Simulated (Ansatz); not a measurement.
# Run report: AgCl, band-structure calculation

System: AgCl (4 atoms in the cell).
Method: DFT, r2SCAN, plane waves, PAW, no spin polarisation (Ansatz 0.2.0).

The structure derives from a Materials Project entry. The geometry comes from this level: r2SCAN (a point of a series of strains).

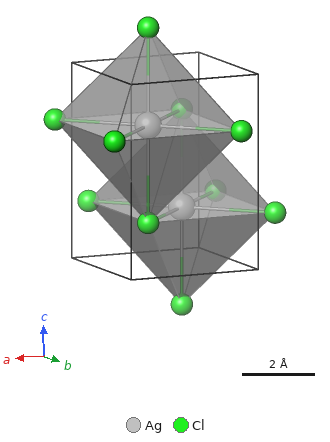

*The input geometry (polyhedral view of the cell of the calculation, seen at an oblique angle; polyhedra are completed across the faces of the cell). An atom can appear more than once, as a periodic image.*

## Summary

| quantity | value |
| --- | --- |
| outcome | converged |
| space group (tolerance 0.01 Å) | Fm-3m (225) |
| electrons treated | 52 |
| free energy | −17377.4935 eV |
| Fermi energy | 7.802 eV |
| gap on the k-point mesh | 1.47 eV |
| pressure | 0.00 GPa |
| largest force (length of the vector) | under 0.001 eV/Å |
| hardware | 4 threads of Arm Neoverse V1, 24 GiB of memory available, shared host |
| wall time | 14 s (CPU time 45 s) |
| peak memory | 0.65 GiB |

## Input
```yaml
crystal:
  lattice:
    - [3.9166762195, 0.0, 0.1936458359]
    - [0.0, 3.921246602, 0.0]
    - [-0.2730111633, 0.0, 5.5375273353]
  atoms:
    - { symbol: Ag, position: [0.2500548767, 0.25, 0.2500031849] }
    - { symbol: Ag, position: [0.7499451233, 0.75, 0.7499968151] }
    - { symbol: Cl, position: [0.7500376899, 0.75, 0.2499964645] }
    - { symbol: Cl, position: [0.2499623101, 0.25, 0.7500035355] }
kpoints:
  mp_grid: { grid: [6, 6, 6] }
  band_path:
    path:
      - [0.0, 0.0, 0.0]
      - [0.5000136275, 0.4999863725, 9.82862e-05]
      - [0.5000136275, 0.4999863725, 0.5000982814]
      - [0.5000136275, 0.0, 0.5000982814]
      - [0.24988252, 0.0, 1.000049109]
      - [0.7501447351, 0.0, 0.0001474537]
      - [0.7501447351, 0.2498688992, 0.0001474537]
      - [0.24988252, 0.2498688992, 1.000049109]
    npoints: 1
hamiltonian:
  xc: r2scan
scf:
  occupations: { method: fixed }
  n_extra_bands: 5
output:
  forces: true
  stress: true
  eigenvalues: true
  write_density: true
  write_potential: true
  elf: true
  volumetric_format: npy
```

Launch command:
```bash
ansatz run input.yaml --threads 4 --pin off --max-ram 4608MiB --backend cpu --events-out ev --progress --plain --runs-dir out
```

## The program's output
```
scf.n_extra_bands = 5 over 26 filled bands (N_el = 52.0): the run solves 31 bands
Engine: ansatz 0.2.0, aarch64-unknown-linux-gnu
Pseudopotentials: kind: paw
Pseudopotential: Ag, paw, valence charge 19, recommended cutoff 500 eV (meta_gga), Ag.paw.azcp
Pseudopotential: Cl, paw, valence charge 7, recommended cutoff 500 eV (meta_gga), Cl.paw.azcp
Functional definition: r2SCAN
  parameter k0 = 0.174
  parameter k1 = 0.065
  parameter a1 = 4.9479
  exchange = r2scan_x(k0 = k0, k1 = k1, a1 = a1)
  correlation = r2scan_c
Crystal: 4 atoms, lattice volume = 85.254 Å³
Basis set: ecut = 500 eV, 2173 PW (Γ), exchange–correlation on 120×120×180 points (64 copies of the dense FFT grid, shifted against one another)
Bands: 31, of which v1, the nominal top of the filled ones, is band 26 counted from 1 (25 counted from 0)
Symmetry: 4 space group operations
Space group: P21/m (ITA 11), of the structure as read, at distance tolerance 4.4e-5 Å
k-points: 80 of 216
Non-local potential: Ag, projectors of the file, l = 0: 3, l = 1: 2, l = 2: 2, l = 3: 1
Non-local potential: Cl, projectors of the file, l = 0: 2, l = 1: 2, l = 2: 2
PAW form: soft (Blöchl's): semilocal exchange-correlation on the pseudo side does not see the compensation charge
PAW frozen core: Ag, regenerated for the run's functional (the file was generated under x = pbe(κ = 0.804, μ = 0.2195149727645171), c = pbe(β = 0.06672455060314922))
PAW frozen core: Cl, regenerated for the run's functional (the file was generated under x = pbe(κ = 0.804, μ = 0.2195149727645171), c = pbe(β = 0.06672455060314922))
PAW one-centre angular grid: Ag, 590 points (default); XC on 160 Gauss nodes
PAW one-centre angular grid: Cl, 302 points (default); XC on 160 Gauss nodes
Initial density: superposition of atomic densities (neutral atoms: chi_scale 0, normalization atom), corrected by the library's trained network
Initial wavefunctions: pseudopotential atomic-orbital guess
Functional: x = r2scan, c = r2scan; τ floored in thin density (d = 2e-4 eV/Å³)
SCF iter   1: F=—  HF=-17377.490673 eV  |F-HF|=—  |Δ(HF+E_count)|=         —  Δρ=7.83e-3  dr2=3.78e-2  dr2_τ=1.07e-2  ethr=1.77e-3  ⟨swp⟩=4.8  Hψ=7968  notcnv=0  defer=236
preconditioner: auto → Resta (q_TF=auto, 2.512 Å⁻¹)  ε∞=6.2  [insulator: Δε(μ)=1.519 eV  Ē_g=10.567 eV  n_scr=20 (ndim 8)  ℏωp=24.1 eV  f_vac=0.033  ε∞_Penn≈6.2]
SCF iter   2: F=—  HF=-17377.492969 eV  |F-HF|=—  |Δ(HF+E_count)|=   2.30e-3  Δρ=4.05e-3  dr2=6.55e-3  dr2_τ=1.25e-3  ethr=7.27e-5  ⟨swp⟩=2.8  Hψ=4113  notcnv=0  defer=240
SCF iter   3: F=—  HF=-17377.493422 eV  |F-HF|=—  |Δ(HF+E_count)|=   4.54e-4  Δρ=1.25e-3  dr2=8.16e-4  dr2_τ=5.69e-5  ethr=1.26e-5  ⟨swp⟩=2.3  Hψ=2612  notcnv=0  defer=240
SCF iter   4: F=—  HF=-17377.493481 eV  |F-HF|=—  |Δ(HF+E_count)|=   5.90e-5  Δρ=2.01e-4  dr2=2.90e-5  dr2_τ=2.02e-6  ethr=1.57e-6  ⟨swp⟩=2.4  Hψ=3988  notcnv=0  defer=232
SCF iter   5: F=—  HF=-17377.493492 eV  |F-HF|=—  |Δ(HF+E_count)|=   1.08e-5  Δρ=4.37e-5  dr2=1.63e-6  dr2_τ=1.01e-7  ethr=5.58e-8  ⟨swp⟩=2.1  Hψ=3736  notcnv=0  defer=80
SCF iter   6: F=—  HF=-17377.493492 eV  |F-HF|=—  |Δ(HF+E_count)|=   2.76e-7  Δρ=1.07e-5  dr2=1.01e-7  dr2_τ=1.04e-8  ethr=3.13e-9  ⟨swp⟩=2.0  Hψ=3735  notcnv=0  defer=80
SCF iter   7: F=-17377.493492 eV  HF=-17377.493492 eV  |F-HF|=2.24e-9  |Δ(HF+E_count)|=   1.65e-8  Δρ=3.56e-6  dr2=7.23e-9  dr2_τ=7.75e-10  ethr=1.92e-10  ⟨swp⟩=12.8  Hψ=17625  notcnv=0
SCF 1 converged in 7 iterations: F = -17377.493492 eV  dr2 = 7.23e-9
  greatest PAW one-centre occupation: 1.003 electrons in one spin orbital (limit 2), on the Ag atom at site 1 (counted from 0), in its partial waves of l = 1
NSCF: frozen V_eff on 8 k-points
SCF converged after 7 iterations
Free energy (F): -17377.493492 eV
Harris-Foulkes:  -17377.493492 eV  (|F-HF|=2.24e-9)
Internal energy: -17377.493492 eV  (E = F + TS)
E sigma→0 (E₀):  -17377.493492 eV
Fermi energy:    7.801618 eV
--- Per-component energies (eV) ---
  E_band       = -764.157430
  E_kinetic    = 1379.260061
  E_local      = -6428.981006  (includes V_loc(G=0)·N_el)
  E_nonlocal   = 228.507480
  E_hartree    = 2825.847434
  E_xc         = -560.873076
  E_vxc        = -788.219033  (∫ρ·V_xc dr)
  E_paw        = -9185.806198  (= ΣΔE_a)
  E_vpaw       = -857.395658  (= ΣTr[D̂ρ^β])
  E_aug_tail   = 0.000234  (compensation charges beyond the density's cutoff)
  E_vtau       = 50.969053  (kinetic-family band-sum trace: ∫τ·v_τ [+ j·A + Jᵃ·Aᵃ] dr)
  E_ewald      = -5634.156987
  E_core_change = -1.291435  (= ΣΔE_core)
  E_smearing   = -0.000000  (= −TS)
  E_closure    = 0.000000  (closes the sum)
  Σ components = -17377.493492   (vs F -17377.493492, Δ=0.00e0)
--- Forces (eV/Å), atoms counted from 1 ---
  atom   1  Ag    -0.00009528     0.00000000    -0.00000248
  atom   2  Ag     0.00009528    -0.00000000     0.00000248
  atom   3  Cl    -0.00001085     0.00000000     0.00004549
  atom   4  Cl     0.00001085    -0.00000000    -0.00004549
  max |Σ_I F_I| component: 1.69e-21 eV/Å
--- Stress (GPa, compression-positive) ---
       -0.002052       0.000000      -0.000850
        0.000000      -0.001518       0.000000
       -0.000850       0.000000      -0.000800
  P = ⅓ Tr σ = -0.0015 GPa (-0.015 kbar)
--- Band table (eV; the first three rows and the last of 80) ---
  k-point 0: bands = ["-84.2752", "-84.2751", "-46.9644", "-46.9628", "-46.9628", "-46.9617", "-46.9617", "-46.9617", "-7.9719", "-7.5185", "3.3884", "4.6558", "4.6562", "5.0279", "5.3449", "5.3450", "5.3455", "5.3917", "5.3927", "5.3928", "5.4009", "5.4009", "5.5839", "5.8172", "5.8172", "5.9360", "9.2759", "10.7681", "16.1030", "17.0982", "18.9974"]
  k-point 1: bands = ["-84.2752", "-84.2751", "-46.9642", "-46.9627", "-46.9627", "-46.9619", "-46.9617", "-46.9617", "-7.9360", "-7.5420", "3.2647", "4.5139", "4.6375", "4.6379", "5.0489", "5.0645", "5.0647", "5.3240", "5.4130", "5.5715", "5.6742", "5.6744", "5.8705", "5.8705", "6.0803", "6.1246", "9.7289", "11.0042", "16.1877", "16.7347", "18.3750"]
  k-point 2: bands = ["-84.2752", "-84.2752", "-46.9637", "-46.9625", "-46.9625", "-46.9624", "-46.9620", "-46.9619", "-7.8410", "-7.6120", "3.1269", "3.7365", "4.6228", "4.6231", "4.8225", "4.8227", "5.1065", "5.2653", "5.4462", "5.5377", "5.9053", "5.9054", "5.9697", "5.9698", "6.4183", "6.4304", "10.8132", "11.5973", "15.9448", "16.4470", "17.3134"]
  k-point 79: bands = ["-84.2751", "-84.2751", "-46.9636", "-46.9636", "-46.9636", "-46.9636", "-46.9629", "-46.9629", "-7.4840", "-7.4840", "3.5160", "3.5160", "3.7297", "3.7297", "3.7298", "3.7298", "5.7876", "5.7876", "5.7877", "5.7877", "5.8175", "5.8175", "5.8467", "5.8467", "6.6622", "6.6622", "12.5663", "12.5663", "16.1658", "16.1658", "16.1664"]
```

## File bands.tsv
```
# k_distance	band_0	band_1	band_2	band_3	band_4	band_5	band_6	band_7	band_8	band_9	band_10	band_11	band_12	band_13	band_14	band_15	band_16	band_17	band_18	band_19	band_20	band_21	band_22	band_23	band_24	band_25	band_26	band_27	band_28	band_29	band_30
# fermi_ev = 7.801618
# lock_threshold_ev = 1e-6
# [0, 0, 0] at k_distance = 0.000000
# [0.5000136275, 0.4999863725, 0.0000982862] at k_distance = 1.132997
# [0.5000136275, 0.4999863725, 0.5000982814] at k_distance = 1.699637
# [0.5000136275, 0, 0.5000982814] at k_distance = 2.500787
# [0.24988252, 0, 1.000049109] at k_distance = 3.194833
# [0.7501447351, 0, 0.0001474537] at k_distance = 4.582926
# [0.7501447351, 0.2498688992, 0.0001474537] at k_distance = 4.983302
# [0.24988252, 0.2498688992, 1.000049109] at k_distance = 6.371394
# levels_relative_to = fermi_ev
# free_energy_ev = -17377.493492
# largest_residual_norms_ev = 6.574e-4 8.020e-4 5.726e-4 5.876e-4 5.442e-4 5.968e-4 6.161e-4 6.252e-4 1.877e-4 1.707e-4 9.287e-4 1.150e-3 1.522e-3 1.078e-3 1.414e-3 1.453e-3 6.619e-4 1.380e-3 1.362e-3 1.312e-3 6.901e-4 4.837e-4 6.251e-4 5.221e-4 6.706e-4 6.930e-4 1.382e-3 1.459e-3 8.904e-4 8.666e-4 1.737e-3
0.000000	-92.076868	-92.076750	-54.765986	-54.764439	-54.764431	-54.763336	-54.763286	-54.763276	-15.773535	-15.320087	-4.413194	-3.145804	-3.145446	-2.773707	-2.456741	-2.456648	-2.456093	-2.409911	-2.408966	-2.408840	-2.400748	-2.400681	-2.217749	-1.984377	-1.984369	-1.865648	1.474246	2.966480	8.301418	9.296540	11.195825
1.132997	-92.076751	-92.076751	-54.765932	-54.765932	-54.764488	-54.764488	-54.764431	-54.764431	-15.320349	-15.320349	-4.412883	-4.412883	-3.146085	-3.146085	-3.144426	-3.144426	-2.773979	-2.773979	-2.218086	-2.218086	-1.984454	-1.984454	-1.984270	-1.984270	-1.865759	-1.865759	2.966769	2.966769	8.302971	8.302971	9.294068
1.699637	-92.076746	-92.076746	-54.765181	-54.765181	-54.765172	-54.765172	-54.764501	-54.764501	-15.285575	-15.285575	-4.285638	-4.285638	-4.072048	-4.072048	-4.071737	-4.071737	-2.014074	-2.014074	-2.013909	-2.013909	-1.984076	-1.984076	-1.954924	-1.954924	-1.139404	-1.139404	4.764641	4.764641	8.364156	8.364157	8.364808
2.500787	-92.076774	-92.076773	-54.766179	-54.766157	-54.763761	-54.763742	-54.763725	-54.763724	-15.334225	-15.334034	-5.304726	-5.304549	-4.256608	-4.255894	-4.255362	-4.255157	-2.098564	-2.098541	-2.098467	-2.098272	-1.773488	-1.773206	-0.001826	-0.001779	-0.000260	-0.000000	4.735154	4.735884	7.219647	7.220600	8.243840
3.194833	-92.076838	-92.076752	-54.765553	-54.765004	-54.764205	-54.764194	-54.763679	-54.763391	-15.625649	-15.295632	-4.284155	-4.261532	-3.934181	-3.874221	-3.661558	-3.153214	-2.376301	-2.323580	-2.277998	-2.041458	-1.886052	-1.870235	-1.827170	-1.638867	-1.050064	-0.828713	3.056763	4.192930	7.719212	8.689760	9.241646
4.582926	-92.076838	-92.076752	-54.765553	-54.765003	-54.764205	-54.764193	-54.763679	-54.763391	-15.625677	-15.295634	-4.284025	-4.261564	-3.934016	-3.874146	-3.661457	-3.153136	-2.376317	-2.323624	-2.278026	-2.041446	-1.886095	-1.870257	-1.827202	-1.638886	-1.050224	-0.828870	3.056495	4.192708	7.719372	8.689854	9.241851
4.983302	-92.076804	-92.076746	-54.765232	-54.765176	-54.764621	-54.764448	-54.763904	-54.763849	-15.522350	-15.285559	-4.544036	-4.283407	-4.072559	-4.071440	-3.127095	-3.126002	-2.616281	-2.310087	-2.014944	-2.014735	-1.983945	-1.954629	-1.798015	-1.797558	-1.269001	-1.140201	3.949634	4.762075	8.040940	8.363937	8.367255
6.371394	-92.076804	-92.076746	-54.765232	-54.765176	-54.764621	-54.764448	-54.763904	-54.763849	-15.522331	-15.285559	-4.544086	-4.283407	-4.072520	-4.071479	-3.127110	-3.126018	-2.616294	-2.310079	-2.014926	-2.014752	-1.983946	-1.954629	-1.798011	-1.797554	-1.269002	-1.140201	3.949712	4.762075	8.040819	8.363981	8.367211
```

## File v_z.tsv
```
# z_ang	v_es[eV]	v_tot[eV]
# format = ansatz-planar-average/11
# xc	r2scan
# density_cutoff_ev	2000
# datasets	Ag=:simpson_from_first_knot:soft:shift=0	Cl=:simpson_from_first_knot:soft:shift=0
# lattice	3.916676219	0.000000000	0.193645836
# lattice	0.000000000	3.921246602	0.000000000
# lattice	-0.273011163	0.000000000	5.537527335
# sites	4
# site	47	0.911130329	0.980311651	1.432821556
# site	47	2.732534727	2.940934952	4.298351615
# site	17	2.869402958	2.940934952	1.529603931
# site	17	0.774262098	0.980311651	4.201569240
0.000000	1.210059e1	5.546285e0
0.123206	1.199319e1	5.348105e0
0.246411	1.165940e1	4.725431e0
0.369617	1.100663e1	3.412407e0
0.492823	9.884379e0	1.282973e0
0.616028	8.199025e0	-1.546433e0
0.739234	6.050461e0	-4.873429e0
0.862439	3.751900e0	-8.311528e0
0.985645	1.631344e0	-1.145816e1
1.108851	-7.133685e-2	-1.394892e1
1.232056	-1.216585e0	-1.559859e1
1.355262	-1.722593e0	-1.631537e1
1.478468	-1.552969e0	-1.607669e1
1.601673	-7.195383e-1	-1.488557e1
1.724879	7.170874e-1	-1.280128e1
1.848084	2.652078e0	-9.946807e0
1.971290	4.897820e0	-6.603765e0
2.094496	7.166017e0	-3.169850e0
2.217701	9.112067e0	-5.200596e-2
2.340907	1.051257e1	2.442815e0
2.464113	1.138224e1	4.173284e0
2.587318	1.185766e1	5.101122e0
2.710524	1.207353e1	5.495567e0
2.833729	1.207353e1	5.495567e0
2.956935	1.185766e1	5.101122e0
3.080141	1.138224e1	4.173284e0
3.203346	1.051257e1	2.442815e0
3.326552	9.112067e0	-5.200596e-2
3.449758	7.166017e0	-3.169850e0
3.572963	4.897820e0	-6.603765e0
3.696169	2.652078e0	-9.946807e0
3.819374	7.170874e-1	-1.280128e1
3.942580	-7.195383e-1	-1.488557e1
4.065786	-1.552969e0	-1.607669e1
4.188991	-1.722593e0	-1.631537e1
4.312197	-1.216585e0	-1.559859e1
4.435403	-7.133685e-2	-1.394892e1
4.558608	1.631344e0	-1.145816e1
4.681814	3.751900e0	-8.311528e0
4.805019	6.050461e0	-4.873429e0
4.928225	8.199025e0	-1.546433e0
5.051431	9.884379e0	1.282973e0
5.174636	1.100663e1	3.412407e0
5.297842	1.165940e1	4.725431e0
5.421048	1.199319e1	5.348105e0
```

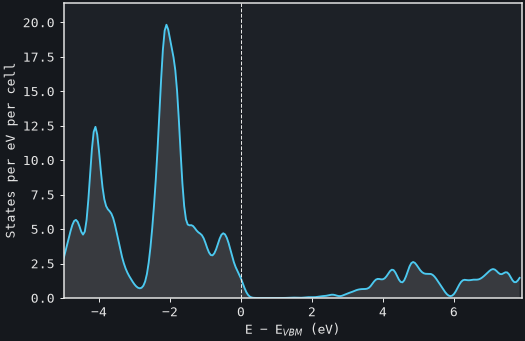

*Density of states (the curve is built from the levels of the k mesh with Gaussians 0.3 eV wide, which also blur the band edges), with energies from the valence-band top.*

There is a gap of 1.47 eV on the k-point mesh. Small ripples come from the finite k-point mesh.

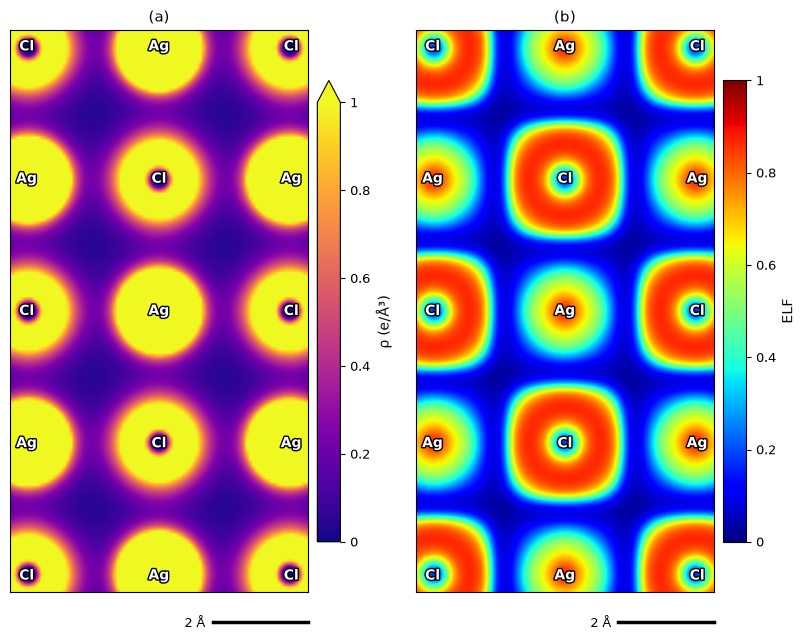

*(a) valence pseudo-density; (b) ELF on the (001) plane of the conventional cell.*

Atoms in the plane: Ag and Cl. Ag–Cl (2.77 Å): ρ at the midpoint is about 0.22 e/Å³; the ELF peaks at about 0.85 in the valence shell of Cl, 0.8 Å from its nucleus, and drops to about 0.10 between the two atoms (ionic bonding with no shared pair). Away from the nuclei the density in this plane falls to 0.05 e/Å³ at its lowest. The strong features right at Ag lie inside the PAW spheres (semicore, d or f shells) and say nothing about bonding. The fields are those of the smooth PAW valence density.

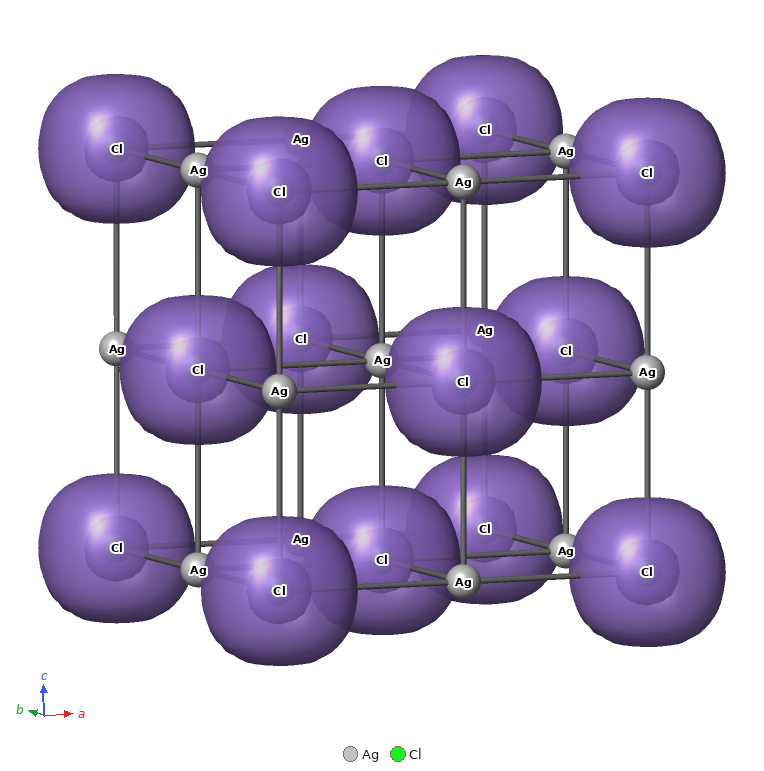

*Isosurface of the ELF at 0.75 (purple), seen slightly off an axis. Core shells and regions of very low density are left out. Sticks mark near contacts. The outline is the cell set on symmetry axes.*

Along the contacts the grid gives the following.
